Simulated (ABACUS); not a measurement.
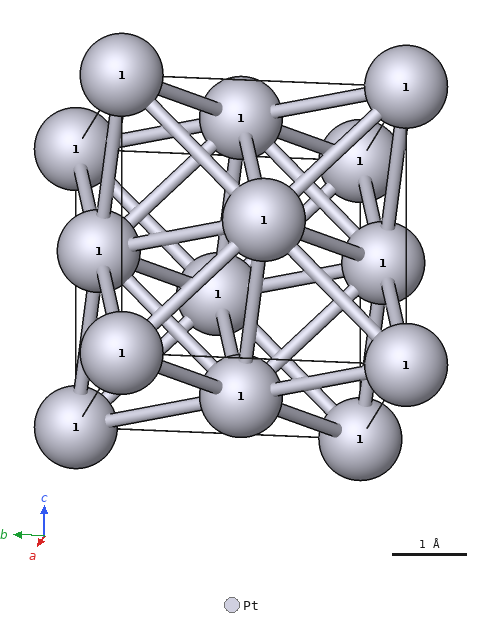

Figure 1. The structure (ball-and-stick view of the cell 4 times as large as that of the calculation, set on its symmetry axes, seen at an oblique angle; atoms are numbered from 1 in the order of the input).

**Band-structure run, with input and output: Pt**

Pt (Fm-3m, 1 atom in the cell), computed with Kohn-Sham DFT of a periodic cell, AM05, GBRV ultrasoft 1.5 PBEsol, no spin polarisation (ABACUS 3.10.1).

The structure derives from an entry of the Crystallography Open Database. It belongs to a series of runs on one base structure; here: bands on the converged density.

**The input**
```
INPUT_PARAMETERS
suffix              Pt
calculation         nscf
basis_type          pw
pseudo_dir          ./
symmetry            -1
dft_functional      GGA_X_AM05+GGA_C_AM05
ecutwfc             40.0
pseudo_rcut         10
nspin               1
nbands              18
ks_solver           dav
smearing_method     fd
smearing_sigma      0.00367493
scf_thr             1e-08
scf_nmax            100
mixing_type         broyden
mixing_beta         0.7
ecutrho             320.0
init_chg            file
pw_diag_thr         1e-07
out_band            1
kpar                4
```

**File STRU**
```
ATOMIC_SPECIES
Pt 195.0840 pt_pbesol_v1.4.uspp.F.UPF

LATTICE_CONSTANT
5.2404588053

LATTICE_VECTORS
0.0000000000 0.7071067812 0.7071067812
0.7071067812 0.0000000000 0.7071067812
0.7071067812 0.7071067812 0.0000000000

ATOMIC_POSITIONS
Cartesian

Pt
0.0
1
0.0000000000 0.0000000000 0.0000000000 1 1 1
```

**File KPT**
```
K_POINTS
12
Line
0.00000000 0.00000000 0.00000000 10 // G
0.50000000 0.00000000 0.50000000 10 // X
0.50000000 0.25000000 0.75000000 10 // W
0.37500000 0.37500000 0.75000000 10 // K
0.00000000 0.00000000 0.00000000 10 // G
0.50000000 0.50000000 0.50000000 10 // L
0.62500000 0.25000000 0.62500000 10 // U
0.50000000 0.25000000 0.75000000 10 // W
0.50000000 0.50000000 0.50000000 10 // L
0.37500000 0.37500000 0.75000000 1 // K
0.62500000 0.25000000 0.62500000 10 // U
0.50000000 0.00000000 0.50000000 1 // X
```

Hardware: 4 threads of Intel Xeon (Granite Rapids), 16 GiB of memory available, shared host.

Launched with:
```bash
OMP_NUM_THREADS=1 mpirun -np 4 abacus > log
```

**Log**
```
ABACUS v3.10.1

               Atomic-orbital Based Ab-initio Computation at UStc

 ------------------------------------------------------------------------------------

 READING GENERAL INFORMATION
                           global_out_dir = OUT.Pt/
                           global_in_card = INPUT
                               pseudo_dir = ./
                              orbital_dir =
                                    DSIZE = 4
                                    GSIZE = 1

 READING UNITCELL INFORMATION
                                    ntype = 1
                  lattice constant (Bohr) = 5.24046
              lattice constant (Angstrom) = 2.77313

 READING ATOM TYPE 1
                               atom label = Pt
                      L=0, number of zeta = 1
                      L=1, number of zeta = 1
                      L=2, number of zeta = 1
             number of atom for this type = 1

                        TOTAL ATOM NUMBER = 1
CARTESIAN COORDINATES ( UNIT =       5.240458805300 Bohr ).
    atom                   x                   y                   z     mag                  vx                  vy                  vz
tauc_Pt1            0.0000000000        0.0000000000        0.0000000000  0.0000        0.0000000000        0.0000000000        0.0000000000

                          Volume (Bohr^3) = 101.764
                             Volume (A^3) = 15.0798

 Lattice vectors: (Cartesian coordinate: in unit of a_0)
                   +0           +0.707107           +0.707107
            +0.707107                  +0           +0.707107
            +0.707107           +0.707107                  +0
 Reciprocal vectors: (Cartesian coordinate: in unit of 2 pi/a_0)
            -0.707107           +0.707107           +0.707107
            +0.707107           -0.707107           +0.707107
            +0.707107           +0.707107           -0.707107
 The esolver type has been set to : ksdft_pw

                PAO radial cut off (Bohr) = 10

 Read in pseudopotential file is pt_pbesol_v1.4.uspp.F.UPF
                     pseudopotential type = US
          exchange-correlation functional = PBEsol
                 nonlocal core correction = 1
                        valence electrons = 16
                                     lmax = 2
                           number of zeta = 4
                     number of projectors = 6
                           L of projector = 0
                           L of projector = 0
                           L of projector = 1
                           L of projector = 1
                           L of projector = 2
                           L of projector = 2
 XC functional updated to : GGA_X_AM05+GGA_C_AM05
          exchange-correlation functional = GGA_X_AM05+GGA_C_AM05
     initial pseudo atomic orbital number = 12

 SETUP THE ELECTRONS NUMBER
            electron number of element Pt = 16
      total electron number of element Pt = 16
            AUTOSET number of electrons:  = 16
                           occupied bands = 8
                                   NBANDS = 18
                                   NLOCAL = 9

%%%%%%%%%%%%%%%%%%%%%%%%%%%%%%%%%%%%%%%%%%%%%%%%%%%%%%%%%%%%%%%%%%%%%%%%%%%%%%%%%%%%%%%%%%%%%%%%%%%%%%%%%%
 Warning: the number of valence electrons in pseudopotential > 10 for Pt: [Xe] 4f14 5d9 6s1
 Pseudopotentials with additional electrons can yield (more) accurate outcomes, but may be less efficient.
 If you're confident that your chosen pseudopotential is appropriate, you can safely ignore this warning.
%%%%%%%%%%%%%%%%%%%%%%%%%%%%%%%%%%%%%%%%%%%%%%%%%%%%%%%%%%%%%%%%%%%%%%%%%%%%%%%%%%%%%%%%%%%%%%%%%%%%%%%%%%

 SETUP THE PLANE WAVE BASIS
 energy cutoff for charge/potential (unit:Ry) = 160
            fft grid for charge/potential = [ 24, 24, 24 ]
                        fft grid division = [ 1, 1, 1 ]
        big fft grid for charge/potential = [ 30, 30, 30 ]
                                     nbxx = 27000
                                     nrxx = 13824

 SETUP PLANE WAVES FOR CHARGE/POTENTIAL
                    number of plane waves = 3479
                         number of sticks = 301

 PARALLEL PW FOR CHARGE/POTENTIAL
     PROC   COLUMNS(POT)             PW
        1            301           3479
 --------------- sum -------------------
        1            301           3479
                            number of |g| = 76
                                  max |g| = 109.5
                                  min |g| = 0

 energy cutoff for dense charge/potential (unit:Ry) = 320
      fft grid for dense charge/potential = [ 30, 30, 30 ]
                                     nrxx = 27000

 SETUP PLANE WAVES FOR dense CHARGE/POTENTIAL
                    number of plane waves = 9841
                         number of sticks = 595

 PARALLEL PW FOR dense CHARGE/POTENTIAL
     PROC   COLUMNS(POT)             PW
        1            595           9841
 --------------- sum -------------------
        1            595           9841
                            number of |g| = 151
                                  max |g| = 221.5
                                  min |g| = 0

----------- Double Check Mixing Parameters Begin ------------
mixing_type: broyden
mixing_beta: 0.7
mixing_gg0: 1
mixing_gg0_min: 0.1
mixing_ndim: 8
----------- Double Check Mixing Parameters End ------------

 SETUP K-POINTS
                                    nspin = 1
                                   nkstot = 102
K-POINTS DIRECT COORDINATES
 KPOINTS    DIRECT_X    DIRECT_Y    DIRECT_Z  WEIGHT
       1  0.00000000  0.00000000  0.00000000  1.0000
       2  0.05000000  0.00000000  0.05000000  1.0000
       3  0.10000000  0.00000000  0.10000000  1.0000
       4  0.15000000  0.00000000  0.15000000  1.0000
       5  0.20000000  0.00000000  0.20000000  1.0000
       6  0.25000000  0.00000000  0.25000000  1.0000
       7  0.30000000  0.00000000  0.30000000  1.0000
       8  0.35000000  0.00000000  0.35000000  1.0000
       9  0.40000000  0.00000000  0.40000000  1.0000
      10  0.45000000  0.00000000  0.45000000  1.0000
      11  0.50000000  0.00000000  0.50000000  1.0000
      12  0.50000000  0.02500000  0.52500000  1.0000
      13  0.50000000  0.05000000  0.55000000  1.0000
      14  0.50000000  0.07500000  0.57500000  1.0000
      15  0.50000000  0.10000000  0.60000000  1.0000
      16  0.50000000  0.12500000  0.62500000  1.0000
      17  0.50000000  0.15000000  0.65000000  1.0000
      18  0.50000000  0.17500000  0.67500000  1.0000
      19  0.50000000  0.20000000  0.70000000  1.0000
      20  0.50000000  0.22500000  0.72500000  1.0000
      21  0.50000000  0.25000000  0.75000000  1.0000
      22  0.48750000  0.26250000  0.75000000  1.0000
      23  0.47500000  0.27500000  0.75000000  1.0000
      24  0.46250000  0.28750000  0.75000000  1.0000
      25  0.45000000  0.30000000  0.75000000  1.0000
      26  0.43750000  0.31250000  0.75000000  1.0000
      27  0.42500000  0.32500000  0.75000000  1.0000
      28  0.41250000  0.33750000  0.75000000  1.0000
      29  0.40000000  0.35000000  0.75000000  1.0000
      30  0.38750000  0.36250000  0.75000000  1.0000
[... 72 further k points ...]

           k-point number in this process = 26
       minimum distributed K point number = 25

[... K-POINTS CARTESIAN COORDINATES: 26 rows ...]

[... K-POINTS DIRECT COORDINATES: 26 rows ...]

 SETUP PLANE WAVES FOR WAVE FUNCTIONS
     energy cutoff for wavefunc (unit:Ry) = 40
              fft grid for wave functions = [ 24, 24, 24 ]
                    number of plane waves = 645
                         number of sticks = 97

 PARALLEL PW FOR WAVE FUNCTIONS
     PROC   COLUMNS(POT)             PW
        1             97            645
 --------------- sum -------------------
        1             97            645

 SETUP NONLOCAL PSEUDOPOTENTIALS IN PLANE WAVE BASIS
 Pt non-local projectors:
 projector 1 L=0
 projector 2 L=0
 projector 3 L=1
 projector 4 L=1
 projector 5 L=2
 projector 6 L=2
      TOTAL NUMBER OF NONLOCAL PROJECTORS = 18

 Init Non-Local PseudoPotential table :
 Init Non-Local-Pseudopotential done.

                                     npwx = 448

 Make real space PAO into reciprocal space.
       max mesh points in Pseudopotential = 821
     dq(describe PAO in reciprocal space) = 0.01
                                    max q = 763

 number of pseudo atomic orbitals for Pt is 4
WARNING: norm of atomic wavefunction # 3 of atomic type Pt is 0.999985, renormalized
WARNING: norm of atomic wavefunction # 4 of atomic type Pt is 0.99692, renormalized

 -------------------------------------------
 NONSELF-CONSISTENT
 -------------------------------------------
                                 init_chg = file
 try to read charge from file
 Read in the charge density: OUT.Pt//Pt-CHARGE-DENSITY.restart

 PW ALGORITHM --------------- ION=   1  ELEC=   1--------------------------------
 k(1/102) Iter steps (avg)=16 threshold=1e-07
 k(2/102) Iter steps (avg)=18 threshold=1e-07
 k(3/102) Iter steps (avg)=12 threshold=1e-07
 k(4/102) Iter steps (avg)=11 threshold=1e-07
 k(5/102) Iter steps (avg)=23 threshold=1e-07
 k(6/102) Iter steps (avg)=15 threshold=1e-07
 k(7/102) Iter steps (avg)=13 threshold=1e-07
 k(8/102) Iter steps (avg)=13 threshold=1e-07
 k(9/102) Iter steps (avg)=16 threshold=1e-07
 k(10/102) Iter steps (avg)=18 threshold=1e-07
 k(11/102) Iter steps (avg)=14 threshold=1e-07
 k(12/102) Iter steps (avg)=29 threshold=1e-07
 k(13/102) Iter steps (avg)=30 threshold=1e-07
 k(14/102) Iter steps (avg)=27 threshold=1e-07
 k(15/102) Iter steps (avg)=26 threshold=1e-07
 k(16/102) Iter steps (avg)=13 threshold=1e-07
 k(17/102) Iter steps (avg)=17 threshold=1e-07
 k(18/102) Iter steps (avg)=12 threshold=1e-07
 k(19/102) Iter steps (avg)=13 threshold=1e-07
 k(20/102) Iter steps (avg)=13 threshold=1e-07
 k(21/102) Iter steps (avg)=12 threshold=1e-07
 k(22/102) Iter steps (avg)=16 threshold=1e-07
 k(23/102) Iter steps (avg)=13 threshold=1e-07
 k(24/102) Iter steps (avg)=13 threshold=1e-07
 k(25/102) Iter steps (avg)=12 threshold=1e-07
 k(26/102) Iter steps (avg)=13 threshold=1e-07
[... levels at 26 k points of this process ...]

 Density error is 0.00000000000
                          Error Threshold = 1.00000000000e-07
----------------------------------------------------------
     Energy           Rydberg                 eV
----------------------------------------------------------
 E_KohnSham     -210.2521759539      -2860.6276098720
 E_KS(sigma->0) -210.2517080837      -2860.6212441716
 E_Harris       -210.2521759539      -2860.6276098720
 E_band         0.4844057202         6.5906779381
 E_one_elec     -19.8674785520       -270.3109132005
 E_Hartree      24.4625946578        332.8306752110
 E_xc           -56.4730689694       -768.3555215303
 E_Ewald        -158.3732873500      -2154.7791189513
 E_entropy(-TS) -0.0009357404        -0.0127314009
 E_descf        0.0000000000         0.0000000000
 E_exx          0.0000000000         0.0000000000
 E_Fermi        1.6715237307         22.7422470796
----------------------------------------------------------

 charge density convergence is achieved
 final etot is -2860.6276099 eV
 EFERMI = 22.742247080 eV

 STATE ENERGY(eV) AND OCCUPATIONS    NSPIN == 1
 1/26 kpoint (Cartesian) = 0.0000 0.0000 0.0000 (411 pws)
       1       -30.1647      0.0196078
       2       -30.1647      0.0196078
       3       -30.1647      0.0196078
       4        12.0942      0.0196078
       5        18.5944      0.0196078
       6        18.5944      0.0196078
       7        18.5944      0.0196078
       8        20.7729      0.0196078
       9        20.7729      0.0196078
      10        36.9376        0.00000
      11        41.9212        0.00000
      12        41.9212        0.00000
      13        41.9212        0.00000
      14        47.1520        0.00000
      15        51.1705        0.00000
      16        54.4475        0.00000
      17        54.4475        0.00000
      18        54.4475        0.00000

 2/26 kpoint (Cartesian) = 0.0000 0.070711 0.0000 (435 pws)
       1       -30.1765      0.0196078
       2       -30.1693      0.0196078
       3       -30.1693      0.0196078
       4        12.2301      0.0196078
       5        18.5032      0.0196078
       6        18.6635      0.0196078
       7        18.6635      0.0196078
       8        20.6721      0.0196078
       9        20.8083      0.0196078
      10        37.1509        0.00000
      11        41.5004        0.00000
      12        41.9533        0.00000
      13        41.9533        0.00000
      14        48.0174        0.00000
      15        51.1593        0.00000
      16        52.9730        0.00000
      17        52.9730        0.00000
      18        54.5085        0.00000

 3/26 kpoint (Cartesian) = 0.0000 0.14142 0.0000 (435 pws)
       1       -30.2099      0.0196078
       2       -30.1821      0.0196078
       3       -30.1821      0.0196078
       4        12.6292      0.0196078
       5        18.2491      0.0196078
       6        18.8711      0.0196078
       7        18.8711      0.0196078
       8        20.3906      0.0196078
       9        20.9132      0.0196078
      10        37.7672        0.00000
      11        40.7553        0.00000
      12        41.9754        0.00000
      13        41.9754        0.00000
      14        50.0499        0.00000
      15        50.9537        0.00000
      16        50.9537        0.00000
      17        51.0677        0.00000
      18        52.9653        0.00000

 4/26 kpoint (Cartesian) = 0.0000 0.21213 0.0000 (439 pws)
       1       -30.2614      0.0196078
       2       -30.2020      0.0196078
       3       -30.2020      0.0196078
       4        13.2616      0.0196078
       5        17.8763      0.0196078
       6        19.2120      0.0196078
       7        19.2120      0.0196078
       8        19.9899      0.0196078
       9        21.0799      0.0196078
      10        38.7221        0.00000
      11        40.1824        0.00000
      12        41.7380        0.00000
      13        41.7380        0.00000
      14        49.4115        0.00000
      15        49.4545        0.00000
      16        49.4545        0.00000
      17        51.3027        0.00000
      18        52.9034        0.00000

 5/26 kpoint (Cartesian) = 0.0000 0.28284 0.0000 (443 pws)
       1       -30.3254      0.0196078
       2       -30.2270      0.0196078
       3       -30.2270      0.0196078
       4        14.0589      0.0196078
       5        17.4403      0.0196078
       6        19.5855      0.0196078
       7        19.6771      0.0196078
       8        19.6771      0.0196078
       9        21.2959      0.0196078
      10        39.8963        0.00000
      11        39.9247        0.00000
      12        40.9129        0.00000
      13        40.9129        0.00000
      14        46.3161        0.00000
      15        48.9344        0.00000
      16        48.9344        0.00000
      17        51.2584        0.00000
      18        55.4892        0.00000

 6/26 kpoint (Cartesian) = 0.0000 0.35355 0.0000 (431 pws)
       1       -30.3950      0.0196078
       2       -30.2546      0.0196078
       3       -30.2546      0.0196078
       4        14.8694      0.0196078
       5        16.9937      0.0196078
       6        19.3767      0.0196078
       7        20.2512      0.0196078
       8        20.2512      0.0196078
       9        21.5441      0.0196078
      10        39.5162        0.00000
      11        39.5162        0.00000
      12        39.7918        0.00000
      13        41.2672        0.00000
      14        43.3295        0.00000
      15        49.4380        0.00000
      16        49.4380        0.00000
      17        51.2476        0.00000
      18        55.4252        0.00000

[... levels at 20 further k points ...]

 --------------------------------------------
 !FINAL_ETOT_IS -2860.627609872014 eV
 --------------------------------------------

 Output bands in file: OUT.Pt/BANDS_1.dat
```

**Standard output**
```
ABACUS
v3.10.1

               Atomic-orbital Based Ab-initio Computation at UStc

 dft_functional readin is: GGA_X_AM05+GGA_C_AM05
 dft_functional in pseudopot file is: PBEsol
 Please make sure this is what you need

%%%%%%%%%%%%%%%%%%%%%%%%%%%%%%%%%%%%%%%%%%%%%%%%%%%%%%%%%%%%%%%%%%%%%%%%%%%%%%%%%%%%%%%%%%%%%%%%%%%%%%%%%
 Warning: the number of valence electrons in pseudopotential > 10 for Pt: [Xe] 4f14 5d9 6s1
 Pseudopotentials with additional electrons can yield (more) accurate outcomes, but may be less efficient.
 If you're confident that your chosen pseudopotential is appropriate, you can safely ignore this warning.
%%%%%%%%%%%%%%%%%%%%%%%%%%%%%%%%%%%%%%%%%%%%%%%%%%%%%%%%%%%%%%%%%%%%%%%%%%%%%%%%%%%%%%%%%%%%%%%%%%%%%%%%%

 UNIFORM GRID DIM        : 24 * 24 * 24
 UNIFORM GRID DIM(BIG)   : 30 * 30 * 30
 UNIFORM GRID DIM(DENSE) : 30 * 30 * 30
func,idGGA_X_AM05 120
func,idGGA_C_AM05 135
 ---------------------------------------------------------
 ---------------------------------------------------------
 SPIN    KPOINTS         PROCESSORS  THREADS
 1       102             4           4
 ---------------------------------------------------------
 Use plane wave basis
 ---------------------------------------------------------
 ELEMENT NATOM       XC
 Pt      1
 ---------------------------------------------------------
 Initial plane wave basis and FFT box
 ---------------------------------------------------------
 -------------------------------------------
 NONSELF-CONSISTENT :
 -------------------------------------------
 START CHARGE      : file
 ITER       ETOT/eV          EDIFF/eV         DRHO     TIME/s
 DA1     -2.86062761e+03   0.00000000e+00   0.0000e+00   0.80
```

**Key numbers**

- outcome: converged
- space group (tolerance 0.01 Å): Fm-3m (225)
- electrons treated: 16
- Fermi energy of the self-consistent step: 22.415 eV
- wall time: 1.4 s (CPU time 5.3 s)
- peak memory: 0.36 GiB

**Notes**

Spin–orbit coupling is left out, which matters for Pt.
